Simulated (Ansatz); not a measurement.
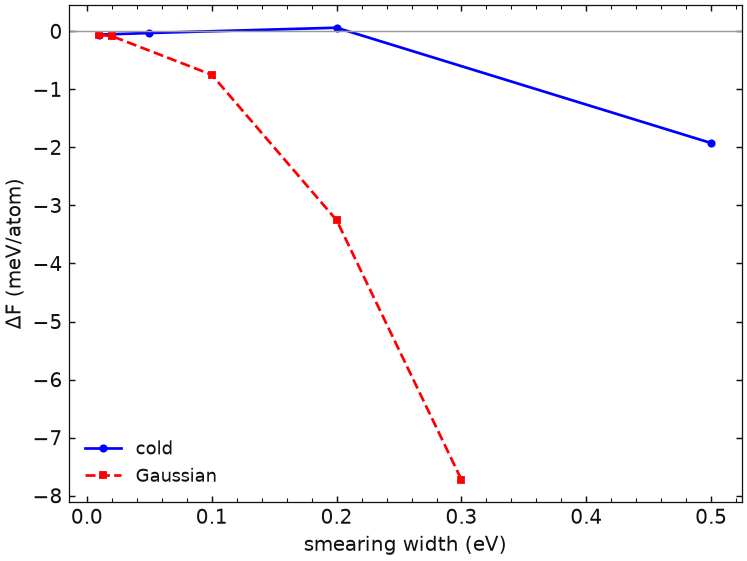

Free energy against smearing width for several smearing schemes.
Ta2N (P-31m, 9 atoms in the cell); DFT PBEsol, scalar-relativistic, plane waves, PAW in Ansatz; cutoff 420 eV, 12×12×8 k-mesh.
ΔF is counted from the tetrahedron result.

Question: Which schemes tolerate a large width?

Answer: Cold smearing: −1.9 meV/atom at 0.5 eV. Gaussian smearing: −7.7 meV/atom at 0.3 eV. Plain smearing lowers the free energy by a term of second order in the width; Methfessel–Paxton and cold smearing are built to cancel that term.
